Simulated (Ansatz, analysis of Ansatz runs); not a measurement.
**Li-H pair in ZnO: local vibrational mode against experiment**

Subject: Li-H pair in ZnO. Wanted: its local vibrational mode, in one set-up (HSE06, 32-site cell, PBE lattice, 420 eV, k: the zone centre alone). The model is a cell of 32 host atoms with Li put on another atom's site and H put in between. The frequencies come from force constants among the defect atom and its neighbours, with the masses of the isotopes named. Exact exchange opens the gap, stiffens bonds and lessens the self-interaction error, at many times the cost.

Measured beforehand: O-H stretch, 1H: 3577.3 cm⁻¹ at 10 K, by IR absorption (quoted in “Hydrogen-related defects in hydrothermally grown ZnO studied by Fourier Transform Infrared Spectroscopy”, 2010, Halvard Haug, quoting earlier work (2006)). O-D stretch, 2H: 2644.4 cm⁻¹, by IR absorption (quoted in “Hydrogen-related defects in hydrothermally grown ZnO studied by Fourier Transform Infrared Spectroscopy”, 2010, Halvard Haug, quoting earlier work (2006)). The runs below try to reproduce this.

Method: plane-wave PAW DFT, HSE06; relaxation of all atoms of a defect supercell, in Ansatz 0.2.0.

## (1) Set-up

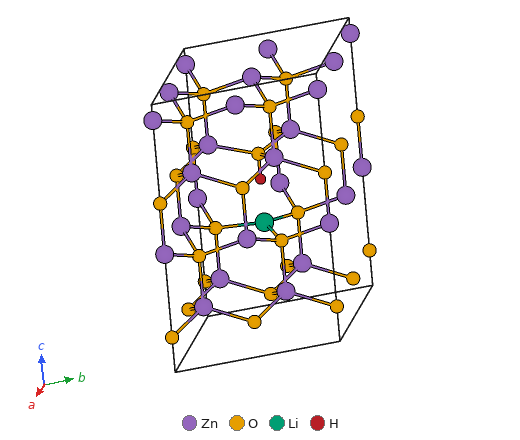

The starting structure, seen slightly off an axis (zinc purple, oxygen orange, lithium teal, hydrogen red). Bonds to atoms that aren't drawn are left out. Some periodic images of atoms are drawn too.

The cell holds 33 atoms: 15 Zn, 16 O, 1 Li and 1 H. Its edges and angles: a = 6.559 Å, b = 6.559 Å, c = 10.587 Å, α = 90.0°, β = 90.0°, γ = 120.0°. It derives from ZnO (space group P6_3mc). Nearest the centre at fractional (0.333, 0.667, 0.559): H33 at 0.63 Å, Li14 at 1.08 Å, O15 at 1.63 Å, O12 at 2.28 Å, O28 at 2.28 Å, O4 at 2.28 Å, Zn13 at 2.77 Å, Zn29 at 2.77 Å.

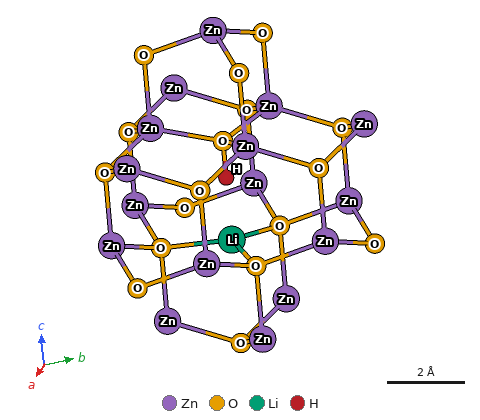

The atoms within 5 Å of the centre.

The host's primitive cell comes from a first run (plane-wave PAW DFT, PBE; relaxation of the host's cell and atoms): vectors of 3.280, 3.280 and 5.293 Å. That is 12.33 Å³ an atom, 3.6 % over the diffraction cell's volume. The supercell is built on it.

## (2) Relaxation, charge 0

Every later number rests on the structure around the defect, so the atoms are relaxed at the host's lattice first.

Contents of relax/input.yaml:

```yaml
relax:
  f_tol: 0.01
  max_steps: 80
  random_displacement: { amplitude: 0.02, seed: 445 }
crystal:
  lattice:
    - [6.55903994, 0.0, 0.0]
    - [-3.27951997, 5.68029521, 0.0]
    - [0.0, 0.0, 10.58650211]
  atoms:
    - { symbol: Zn, position: [0.166666667, 0.333333333, 0.249983552] }
    - { symbol: Zn, position: [0.333333333, 0.166666667, -1.6448e-05] }
    - { symbol: O, position: [0.333333333, 0.166666667, 0.189521448] }
    - { symbol: O, position: [0.166666667, 0.333333333, 0.439521448] }
    - { symbol: Zn, position: [0.166666667, 0.333333333, 0.749983552] }
    - { symbol: Zn, position: [0.333333333, 0.166666667, 0.499983552] }
    - { symbol: O, position: [0.333333333, 0.166666667, 0.689521448] }
    - { symbol: O, position: [0.166666667, 0.333333333, 0.939521448] }
    - { symbol: Zn, position: [0.166666667, 0.833333333, 0.249983552] }
    - { symbol: Zn, position: [0.333333333, 0.666666667, -1.6448e-05] }
    - { symbol: O, position: [0.333333333, 0.666666667, 0.189521448] }
    - { symbol: O, position: [0.166666667, 0.833333333, 0.439521448] }
    - { symbol: Zn, position: [0.166666667, 0.833333333, 0.749983552] }
    - { symbol: Li, position: [0.333333333, 0.666666667, 0.457476594] }
    - { symbol: O, position: [0.333333333, 0.666666667, 0.713136425] }
    - { symbol: O, position: [0.166666667, 0.833333333, 0.939521448] }
    - { symbol: Zn, position: [0.666666667, 0.333333333, 0.249983552] }
    - { symbol: Zn, position: [0.833333333, 0.166666667, -1.6448e-05] }
    - { symbol: O, position: [0.833333333, 0.166666667, 0.189521448] }
    - { symbol: O, position: [0.666666667, 0.333333333, 0.439521448] }
    - { symbol: Zn, position: [0.666666667, 0.333333333, 0.749983552] }
    - { symbol: Zn, position: [0.833333333, 0.166666667, 0.499983552] }
    - { symbol: O, position: [0.833333333, 0.166666667, 0.689521448] }
    - { symbol: O, position: [0.666666667, 0.333333333, 0.939521448] }
    - { symbol: Zn, position: [0.666666667, 0.833333333, 0.249983552] }
    - { symbol: Zn, position: [0.833333333, 0.666666667, -1.6448e-05] }
    - { symbol: O, position: [0.833333333, 0.666666667, 0.189521448] }
    - { symbol: O, position: [0.666666667, 0.833333333, 0.439521448] }
    - { symbol: Zn, position: [0.666666667, 0.833333333, 0.749983552] }
    - { symbol: Zn, position: [0.833333333, 0.666666667, 0.499983552] }
    - { symbol: O, position: [0.833333333, 0.666666667, 0.689521448] }
    - { symbol: O, position: [0.666666667, 0.833333333, 0.939521448] }
    - { symbol: H, position: [0.333332998, 0.666667002, 0.618445448] }
basis:
  ecutwfc: 420
  xc_grid: 2
hamiltonian:
  xc: hse06
kpoints:
  mp_grid: { grid: [1, 1, 1] }
scf:
  occupations: { method: fermi_dirac, width: 0.01 }
  max_iter: 120
output:
  forces: true
checkpoint:
  write: "../relax.run"
  compress: false
  write_wavefunctions: true
  write_every: 100000
```

Launch:

```console
ansatz run input.yaml --threads 4 --pin off --max-ram 7536MiB --backend cpu --events-out ev --progress --plain --runs-dir out
```

Numbers of over 12 decimals in the logs are rounded to 6 here.

The program printed:

```text
[... repeated set-up lines and file paths are left out, and long positions are rounded to six places ...]
exact exchange: scf.exx.singularity resolves to wigner_seitz, which cuts the screened interaction at the faces of the exchange supercell's Wigner-Seitz cell, so that each pair interacts once, at the shortest of its separations (the periodic images that this [...]
Engine: ansatz 0.2.0, x86_64-unknown-linux-gnu
Pseudopotentials: kind: paw
Pseudopotential: Zn, paw, valence charge 12, recommended cutoff 420 eV (normal), Zn.paw.azcp
Pseudopotential: O, paw, valence charge 6, recommended cutoff 420 eV (normal), O.paw.azcp
Pseudopotential: Li, paw, valence charge 3, recommended cutoff 420 eV (normal), Li.paw.azcp
Pseudopotential: H, paw, valence charge 1, recommended cutoff 420 eV (normal), H.paw.azcp
Functional definition: HSE06
  parameter a = 0.25
  parameter omega = 0.11/bohr
  exchange = pbe_x - a*pbe_x_sr(omega) + a*exact_x_sr(omega)
  correlation = pbe_c
Crystal: 33 atoms, lattice volume = 394.424 Å³
Basis set: ecut = 420 eV, 7607 PW (Γ), exchange–correlation on 90×90×144 points (8 copies of the dense FFT grid, shifted against one another)
Bands: 173, of which v1, the nominal top of the filled ones, is band 140 counted from 1 (139 counted from 0)
Symmetry: 1 space group operations
k-points: 1
Non-local potential: Zn, projectors of the file, l = 0: 2, l = 1: 2, l = 2: 3, l = 3: 1
Non-local potential: O, projectors of the file, l = 0: 2, l = 1: 2, l = 2: 1
Non-local potential: Li, projectors of the file, l = 0: 3, l = 1: 2, l = 2: 1
Non-local potential: H, projectors of the file, l = 0: 2, l = 1: 1
PAW form: soft (Blöchl's): semilocal exchange-correlation on the pseudo side does not see the compensation charge
PAW frozen core: Zn, regenerated for the run's functional, and the local potential with it (the file was generated under x = pbe(κ = 0.804, μ = 0.219515), c = pbe(β = 0.066725))
PAW frozen core: O, regenerated for the run's functional, and the local potential with it (the file was generated under x = pbe(κ = 0.804, μ = 0.219515), c = pbe(β = 0.066725))
PAW one-centre angular grid: Zn, 590 points (default); XC on 64 Gauss nodes
PAW one-centre angular grid: O, 110 points (default); XC on 96 Gauss nodes
PAW one-centre angular grid: Li, 110 points (default); XC on 96 Gauss nodes
PAW one-centre angular grid: H, 110 points (default); XC on 64 Gauss nodes
Initial density: superposition of atomic densities (neutral atoms: chi_scale 0, normalization atom), corrected by the library's trained network
Initial wavefunctions: pseudopotential atomic-orbital guess
Functional: x = pbe(κ = 0.804, μ = 0.219515), c = pbe(β = 0.066725), warm-up for x = pbe(κ = 0.804, μ = 0.219515) + 0.25 (exact − pbe) at short range (hse, ω = 0.207870 Å⁻¹), c = pbe(β = 0.066725); [...]
SCF iter   1: F=—  HF=-59085.848532 eV  |F-HF|=—  |Δ(HF+E_count)|=         —  Δρ=1.38e-2  dr2=6.34e-1  ethr=1.77e-3  ⟨swp⟩=10.0  Hψ=795  notcnv=0
preconditioner: auto → none  [insulator: Δε(μ)=0.549 eV  Ē_g=12.348 eV  σ=0.010 eV  W_gap=1.00  n_scr=110 (ndim 8)  ℏωp=31.2 eV  f_vac=0.044  D(μ)=0.00/eV (n_scr^D=0)]
SCF iter   2: F=—  HF=-59085.741692 eV  |F-HF|=—  |Δ(HF+E_count)|=   1.07e-1  Δρ=9.60e-3  dr2=2.27e-1  ethr=2.26e-4  ⟨swp⟩=7.0  Hψ=498  notcnv=0
iter 3 solved again at ethr=5.17e-6 eV; its pass at ethr=8.11e-5 eV (dr2=1.45e-2 eV) is discarded
SCF iter   3: F=—  HF=-59085.689524 eV  |F-HF|=—  |Δ(HF+E_count)|=   5.22e-2  Δρ=3.04e-3  dr2=1.45e-2  ethr=5.17e-6  ⟨swp⟩=4.0  Hψ=791  notcnv=0  defer=1
SCF iter   4: F=—  HF=-59085.692728 eV  |F-HF|=—  |Δ(HF+E_count)|=   3.20e-3  Δρ=1.66e-3  dr2=1.08e-2  ethr=5.17e-6  ⟨swp⟩=7.0  Hψ=469  notcnv=0
SCF iter   5: F=—  HF=-59085.690672 eV  |F-HF|=—  |Δ(HF+E_count)|=   2.06e-3  Δρ=2.92e-4  dr2=2.70e-4  ethr=3.85e-6  ⟨swp⟩=7.0  Hψ=426  notcnv=0
SCF iter   6: F=—  HF=-59085.690831 eV  |F-HF|=—  |Δ(HF+E_count)|=   1.59e-4  Δρ=1.37e-4  dr2=4.12e-5  ethr=9.66e-8  ⟨swp⟩=4.0  Hψ=435  notcnv=0
SCF iter   7: F=—  HF=-59085.690847 eV  |F-HF|=—  |Δ(HF+E_count)|=   1.59e-5  Δρ=4.49e-5  dr2=5.50e-6  ethr=1.47e-8  ⟨swp⟩=3.0  Hψ=399  notcnv=0
SCF iter   8: F=—  HF=-59085.690849 eV  |F-HF|=—  |Δ(HF+E_count)|=   1.84e-6  Δρ=1.76e-5  dr2=1.15e-6  ethr=1.96e-9  ⟨swp⟩=4.0  Hψ=439  notcnv=0
SCF iter   9: F=—  HF=-59085.690849 eV  |F-HF|=—  |Δ(HF+E_count)|=   9.00e-8  Δρ=8.04e-6  dr2=1.72e-7  ethr=4.11e-10  ⟨swp⟩=3.0  Hψ=343  notcnv=0
SCF iter  10: F=—  HF=-59085.690849 eV  |F-HF|=—  |Δ(HF+E_count)|=   1.32e-7  Δρ=6.06e-6  dr2=1.16e-7  ethr=6.13e-11  ⟨swp⟩=4.0  Hψ=445  notcnv=0
SCF iter  11: F=-59085.690849 eV  HF=-59085.690849 eV  |F-HF|=3.00e-9  |Δ(HF+E_count)|=   7.44e-9  Δρ=1.48e-6  dr2=5.43e-9  ethr=4.14e-11  ⟨swp⟩=3.0  Hψ=348  notcnv=0
SCF 1 converged in 11 iterations: F = -59085.690849 eV  dr2 = 5.43e-9
  greatest PAW one-centre occupation: 1.000 electrons in one spin orbital (limit 2), on the Li atom at site 13 (counted from 0), in its partial waves of l = 0
Initial density: handed on by an earlier stage of this run
Initial wavefunctions: those handed on with the density
Functional: x = pbe(κ = 0.804, μ = 0.219515) + 0.25 (exact − pbe) at short range (hse, ω = 0.207870 Å⁻¹), c = pbe(β = 0.066725); HSE06 as pw.x's `hse` composes it (authors' and Libxc's form: `xc: wpbeh`)
Exchange kernel: α = 0.2500, screened, ω = 0.2079 Å⁻¹, Wigner–Seitz truncation, v(0) = 690.4258 eV·Å³, q-mesh 1×1×1, nearest image of the exchange supercell L = 6.56 Å, pair-density grid 32×32×50, without the augmentation charges, whose exchange is taken in [...]
Frozen-core exchange: fock
iter 1 solved again at ethr=3.62e-4 eV; its pass at ethr=1.00e-1 eV (dr2=1.01e0 eV) is discarded
SCF iter   1: F=—  HF=-59084.171765 eV  |F-HF|=—  |Δ(HF+E_count)|=         —  Δρ=2.51e-2  dr2=1.36e0  ethr=3.62e-4  ⟨swp⟩=4.0  Hψ=843  notcnv=0
SCF iter   2: F=—  HF=-59083.747585 eV  |F-HF|=—  |Δ(HF+E_count)|=   4.24e-1  Δρ=4.52e-3  dr2=6.19e-2  ethr=3.62e-4  ⟨swp⟩=4.0  Hψ=577  notcnv=0
SCF iter   3: F=—  HF=-59083.859693 eV  |F-HF|=—  |Δ(HF+E_count)|=   1.12e-1  Δρ=5.56e-3  dr2=5.95e-2  ethr=1.55e-5  ⟨swp⟩=5.0  Hψ=642  notcnv=0
SCF iter   4: F=—  HF=-59083.849745 eV  |F-HF|=—  |Δ(HF+E_count)|=   9.95e-3  Δρ=2.34e-3  dr2=1.35e-2  ethr=1.55e-5  ⟨swp⟩=2.0  Hψ=346  notcnv=0
SCF iter   5: F=—  HF=-59083.849597 eV  |F-HF|=—  |Δ(HF+E_count)|=   1.48e-4  Δρ=7.79e-4  dr2=2.59e-3  ethr=3.16e-6  ⟨swp⟩=3.0  Hψ=453  notcnv=0
SCF iter   6: F=—  HF=-59083.858960 eV  |F-HF|=—  |Δ(HF+E_count)|=   9.36e-3  Δρ=6.30e-4  dr2=9.40e-4  ethr=6.14e-7  ⟨swp⟩=5.0  Hψ=598  notcnv=0
[...]
SCF iter   4: F=—  HF=-59084.732909 eV  |F-HF|=—  |Δ(HF+E_count)|=   1.15e-7  Δρ=2.32e-6  dr2=2.57e-8  ethr=1.20e-10  ⟨swp⟩=4.0  Hψ=381  notcnv=0  defer=1
SCF iter   5: F=—  HF=-59084.732909 eV  |F-HF|=—  |Δ(HF+E_count)|=   5.91e-8  Δρ=1.74e-6  dr2=9.70e-9  ethr=5.97e-12  ⟨swp⟩=4.0  Hψ=462  notcnv=0
SCF iter   6: F=—  HF=-59084.732909 eV  |F-HF|=—  |Δ(HF+E_count)|=   2.95e-9  Δρ=2.56e-7  dr2=5.98e-10  ethr=3.17e-12  ⟨swp⟩=3.0  Hψ=341  notcnv=0
SCF iter   7: F=-59084.732909 eV  HF=-59084.732909 eV  |F-HF|=5.24e-10  |Δ(HF+E_count)|=   2.38e-9  Δρ=3.76e-7  dr2=4.99e-10  ethr=2.80e-12 (applied; sched 1.00e-12)  ⟨swp⟩=2.0  Hψ=313  notcnv=0
SCF 16 converged in 7 iterations: F = -59084.732909 eV  dr2 = 4.99e-10
  Residual-converged pass: ⟨swp⟩=3.0  Hψ=453  notcnv=0  max |occ|·‖R‖ = 3.3e-7 eV (tolerance 4.3e-7 eV)  dr2=5.72e-10  dr2_onsite=7.22e-11  max |Δocc| = 0.0e0
hybrid outer 2: dexx = +2.958e-6 eV, tail = 3.54e-8 eV, Δε = 8.85e-4 eV (about 2.62e-5 eV left of the loop's levels), ΔF = 1.01e-2 eV/Å (tail 7.40e-3)
SCF iter   1: F=—  HF=-59084.732908 eV  |F-HF|=—  |Δ(HF+E_count)|=         —  Δρ=9.41e-7  dr2=4.52e-9  ethr=6.32e-11  ⟨swp⟩=13.0  Hψ=547  notcnv=0
SCF iter   2: F=—  HF=-59084.732908 eV  |F-HF|=—  |Δ(HF+E_count)|=   1.50e-9  Δρ=3.52e-7  dr2=5.36e-10  ethr=2.91e-12 (applied; sched 1.37e-12)  ⟨swp⟩=3.0  Hψ=326  notcnv=0
SCF iter   3: F=-59084.732908 eV  HF=-59084.732908 eV  |F-HF|=7.28e-11  |Δ(HF+E_count)|=   1.75e-9  Δρ=1.51e-7  dr2=8.35e-11  ethr=2.80e-12 (applied; sched 1.00e-12)  ⟨swp⟩=2.0  Hψ=313  notcnv=0
SCF 17 converged in 3 iterations: F = -59084.732908 eV  dr2 = 8.35e-11
  Residual-converged pass: ⟨swp⟩=3.0  Hψ=452  notcnv=0  max |occ|·‖R‖ = 3.3e-7 eV (tolerance 4.3e-7 eV)  dr2=1.00e-10  dr2_onsite=8.12e-12  max |Δocc| = 0.0e0
hybrid outer 3: dexx = +1.343e-9 eV, tail = 2.47e-10 eV, Δε = 2.04e-5 eV (about 1.61e-6 eV left of the loop's levels), ΔF = 2.21e-3 eV/Å (tail 4.21e-4)
relax step   6: F+E_penalty+E_count = -59084.73290844 eV  Δ(F+E_penalty+E_count) = -2.321e-4 eV  max|allowed force component| = 6.700e-3 eV/Å  Δτ_max = 0.0038 Å  (17 SCF iters, accepted)
hybrid SCF converged: 3 outer / 17 inner (+0 warm-up), last move |dexx| = 1.34e-9 eV, tail = 2.47e-10 eV
Stability not checked: this state was not tested for a lower state beside it, because the functional holds exact exchange (a hybrid, or Hartree-Fock), whose exchange loop this test does not read (fock_operator; see scf.lower_state_search)
Free energy (F): -59084.732908 eV
Harris-Foulkes:  -59084.732908 eV  (|F-HF|=7.28e-11)
Internal energy: -59084.732908 eV  (E = F + TS)
E sigma→0 (E₀):  -59084.732908 eV
Fermi energy:    6.606695 eV
--- Per-component energies (eV) ---
  E_band       = -333.309741
  E_kinetic    = 4814.773168
  E_local      = -32032.870746  (includes V_loc(G=0)·N_el)
  E_nonlocal   = 10080.555439
  E_hartree    = 13257.434079
  E_xc         = -2576.902483
  E_vxc        = -1820.618831  (∫ρ·V_xc dr)
  E_exx        = -953.868766  (= α·E_x^exact, valence–valence)
  E_paw        = -29801.188643  (= ΣΔE_a)
  E_vpaw       = -5982.312065  (= ΣTr[D̂ρ^β])
  E_aug_tail   = 0.032657  (compensation charges beyond the density's cutoff)
  E_ewald      = -21881.881055
  E_core_change = 9.183443  (= ΣΔE_core)
  E_smearing   = -0.000000  (= −TS)
  E_closure    = -0.000002  (closes the sum)
  Σ components = -59084.732908   (vs F -59084.732908, Δ=0.00e0)
--- Forces (eV/Å), atoms counted from 1 ---
  atom   1  Zn     0.00031079     0.00083134     0.00150776
  atom   2  Zn     0.00040928    -0.00034995     0.00257269
  atom   3  O      0.00155813     0.00038973    -0.00347432
  atom   4  O     -0.00045019     0.00129692     0.00069014
  atom   5  Zn     0.00007895    -0.00092667    -0.00018352
  atom   6  Zn     0.00062939     0.00037665    -0.00088101
  atom   7  O      0.00113198     0.00117727     0.00216011
  atom   8  O      0.00010867    -0.00111260    -0.00200197
  atom   9  Zn     0.00106994    -0.00074400     0.00260344
  atom  10  Zn    -0.00035071     0.00005337     0.00224085
  atom  11  O      0.00058761    -0.00086485    -0.00669417
  atom  12  O      0.00079664    -0.00031901     0.00175692
  atom  13  Zn    -0.00078030     0.00077094    -0.00008850
  atom  14  Li    -0.00002664     0.00029916    -0.00185415
  atom  15  O      0.00048504     0.00055901     0.00151634
  atom  16  O     -0.00054855     0.00003449    -0.00226221
  atom  17  Zn     0.00004899    -0.00027705     0.00421477
  atom  18  Zn    -0.00039945     0.00029649     0.00261199
  atom  19  O      0.00077407    -0.00048599    -0.00385239
  atom  20  O     -0.00060738     0.00033485     0.00014882
  atom  21  Zn    -0.00017244    -0.00043127    -0.00351143
  atom  22  Zn    -0.00115687     0.00099269    -0.00152769
  atom  23  O     -0.00104491     0.00076534     0.00238371
  atom  24  O     -0.00007186     0.00001969     0.00074208
  atom  25  Zn    -0.00127936    -0.00079148     0.00168649
  atom  26  Zn    -0.00001526    -0.00085583     0.00242050
  atom  27  O      0.00017159     0.00004954    -0.00349948
  atom  28  O     -0.00062261    -0.00007643     0.00165826
  atom  29  Zn     0.00029722     0.00059511    -0.00049445
  atom  30  Zn    -0.00014763    -0.00086768    -0.00129764
  atom  31  O     -0.00018201    -0.00088697     0.00243531
  atom  32  O     -0.00009933    -0.00001372    -0.00258204
  atom  33  H     -0.00048771     0.00018855     0.00105374
  max |Σ_I F_I| component: 1.99e-4 eV/Å
--- Band table (eV) ---
  k-point 0: bands = ["-40.2642", "-16.0156", "-13.8347", "-13.5278", [... 149 left out ...] "13.7970", "14.0813", "14.0816", "14.3613"]
  guard bands above this table: 16 of the run's 173 bands. The solve was not asked for them (output.publish_guard_bands: true or output.eigenvalues: true publishes all)
--- Relaxed structure (6 steps of the walk, 6 accepted, 0 SCFs on fresh bases) ---
  F+E_penalty+E_count = -59084.73290844 eV   max|allowed force component| = 6.700e-3 eV/Å
  atoms:
    - { symbol: Zn, position: [0.162555, 0.324826, 0.252205] }
    - { symbol: Zn, position: [0.337198, 0.168373, 0.002832] }
    - { symbol: O, position: [0.336090, 0.167879, 0.187886] }
    - { symbol: O, position: [0.166128, 0.331862, 0.436865] }
    - { symbol: Zn, position: [0.158093, 0.315679, 0.757329] }
    - { symbol: Zn, position: [0.326907, 0.163191, 0.496971] }
    - { symbol: O, position: [0.331255, 0.165305, 0.689521] }
    - { symbol: O, position: [0.167141, 0.333865, 0.942687] }
    - { symbol: Zn, position: [0.162553, 0.837370, 0.252144] }
    - { symbol: Zn, position: [0.333494, 0.666499, 0.008566] }
    - { symbol: O, position: [0.333421, 0.666526, 0.196568] }
    - { symbol: O, position: [0.166068, 0.833807, 0.436788] }
    - { symbol: Zn, position: [0.158144, 0.841742, 0.757284] }
    - { symbol: Li, position: [0.333354, 0.666493, 0.424389] }
    - { symbol: O, position: [0.333525, 0.666381, 0.708886] }
    - { symbol: O, position: [0.167178, 0.832812, 0.942663] }
    - { symbol: Zn, position: [0.666718, 0.333155, 0.255688] }
    - { symbol: Zn, position: [0.831608, 0.168371, 0.002864] }
    - { symbol: O, position: [0.832046, 0.167863, 0.187922] }
    - { symbol: O, position: [0.666775, 0.333093, 0.442083] }
    - { symbol: Zn, position: [0.666796, 0.333095, 0.748130] }
    - { symbol: Zn, position: [0.836693, 0.163141, 0.496995] }
    - { symbol: O, position: [0.834549, 0.165310, 0.689539] }
    - { symbol: O, position: [0.666801, 0.333154, 0.935756] }
    - { symbol: Zn, position: [0.675122, 0.837346, 0.252195] }
    - { symbol: Zn, position: [0.831641, 0.662763, 0.002843] }
    - { symbol: O, position: [0.832034, 0.663760, 0.187894] }
    - { symbol: O, position: [0.667986, 0.833718, 0.436851] }
    - { symbol: Zn, position: [0.684240, 0.841790, 0.757359] }
    - { symbol: Zn, position: [0.836685, 0.672968, 0.496971] }
    - { symbol: O, position: [0.834579, 0.668619, 0.689518] }
    - { symbol: O, position: [0.666154, 0.832825, 0.942716] }
    - { symbol: H, position: [0.333722, 0.666296, 0.618365] }
```

The job ended after 57 s (4 threads of AMD EPYC 9R45, shared host; peak memory 0.97 GiB).

[end of part 1 of 2]

[Logs are printed without paths, hosts, clocks, repeated set-up lines and the standing remarks that a program may print on its own settings, such as how far it seeks lower states.]

[Hosts, paths, dates, database ids (printed as entryN), source tags and the programs' standing remarks are cut or masked in the printed files.]

[For some hosts the program warned that the k-mesh of the response run may be too coarse for force constants and the static dielectric constant; such warnings are not shown here.]
